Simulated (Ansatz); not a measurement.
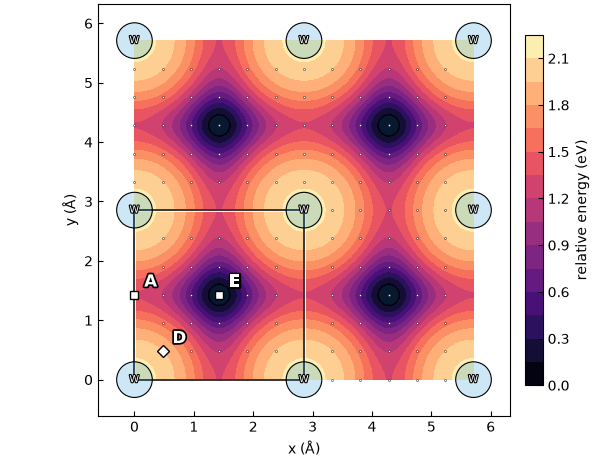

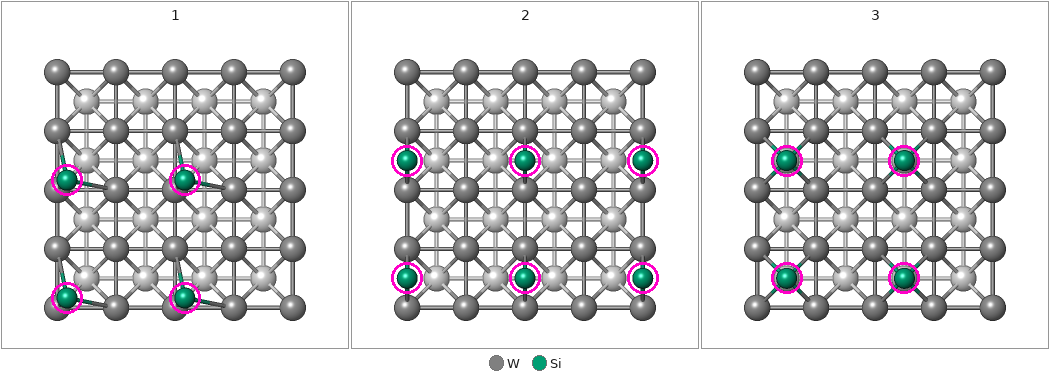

Si on a W(100) slab cut from the Fm-3m phase, its upper half relaxed before the scan (12 atoms of substrate and one adsorbate in a 2 × 2 cell). 
- Si is moved over the surface cell; relaxed at each place: the height of the adsorbate's atoms; substrate rigid; the origin of the map has the adsorbate above W9.
- Places are given modulo a cell vector. The map is drawn in real space over the plane of the surface.
- Grid: 6 × 6 points; 10 points were computed and 26 follow by symmetry.
- Places are given in fractions of the 1 × 1 surface cell.
- Energies: eV, counted from the lowest grid point.
- All numbers below come from Ansatz 0.2.0, DFT PBE, scalar-relativistic, plane waves, PAW. Settings: cutoff 420 eV, k-mesh 5×5×1, gaussian smearing 0.1 eV, no spin polarisation.

The picture shows filled contours, dots at the grid points, labelled circles for the atoms of the top layer and small ones for the second layer, the outline of one cell of the 2 × 2 shown, lettered points. Between grid points the surface is interpolated. The numbered pictures are the structures at these points, in random order. Rings mark the moved atoms.

Question: Which structure belongs to which point?

Answer: A is structure 2: a bridge site between two W atoms, (0/6, 3/6) of the cell vectors, 1.34 eV; D is structure 1: (1/6, 1/6) of the cell vectors [nearest 1 W at 2.34 Å], 1.95 eV; E is structure 3: a fourfold hollow over a second-layer W atom, (3/6, 3/6) of the cell vectors, 0.00 eV.

PAW datasets: the set soft_1.
